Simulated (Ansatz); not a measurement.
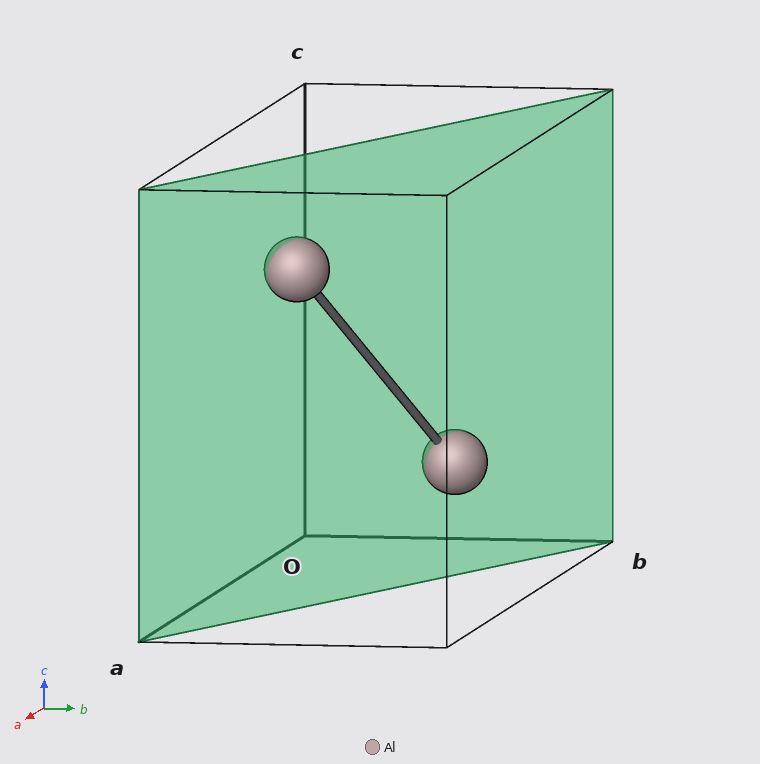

Every member of one family of equally spaced planes, hx + ky + lz = a whole number, that cuts the unit cell is shaded (one member passes through the origin O, touching the cell only at an edge or corner). Crystal: Al, coordinates from a relaxation with Ansatz 0.2.0, DFT, revPBE, plane waves (420 eV) with PAW, scalar-relativistic; the starting structure was generated, so it need not be a known form of this composition. Geometry calculated from the standardised cell; symmetry tolerance 0.002 Å.

a = 2.893 Å, b = 2.893 Å, c = 4.653 Å, α = 90.00°, β = 90.00°, γ = 120.00°.

Index the planes.

(1 1 0), in four indices (1 1 −2 0); the opposite sign names the same planes. The member next to the origin meets the axes a at 1, b at 1, c never.

What is the spacing?

d = 1.446 Å.

Which atoms of the cell lie in these planes (within 0.03 Å)?

all 2 Al.

The space group is P6₃/mmc (No. 194). How many reflections hkl are equivalent to this one (itself included), and does it occur?

6 reflections are equivalent in the Laue class 6/mmm. The space group allows the reflection.
